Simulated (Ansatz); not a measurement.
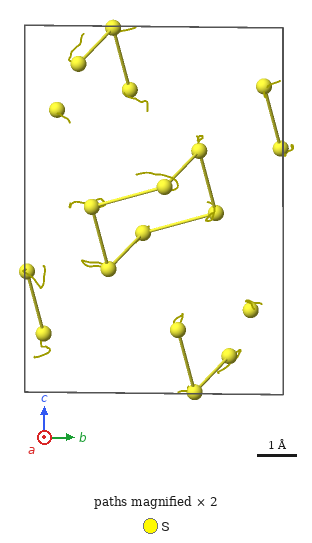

Molecular dynamics of an 18-atom cell of S (set up in R-3), 120 fs long. Lines trace each atom's path, in the colour of its element; spheres stand at the starting positions. The excursions are magnified 2 times. Seen along the a axis in the simulation cell.

Computed with DFT PBE+D3(BJ), scalar-relativistic, plane waves, PAW (Ansatz 0.2.0). Run with plane-wave cutoff 420 eV; k-point mesh 2 × 2 × 2; Fermi-Dirac smearing 0.0689 eV; volume 1.02 times that of the relaxed crystal; Langevin thermostat and barostat (NPT); set temperature 800 K; time step 3 fs; friction 0.02 per fs; target pressure 0 GPa.

Question: How do the atoms move?

Answer: In the second half of the run the atoms are, in the root-mean-square, this far from where they began (common drift taken out): S 0.23 Å. The heavy atoms stay within a fraction of a molecule's size of their starting places; so short a run doesn't tell a liquid from a solid.
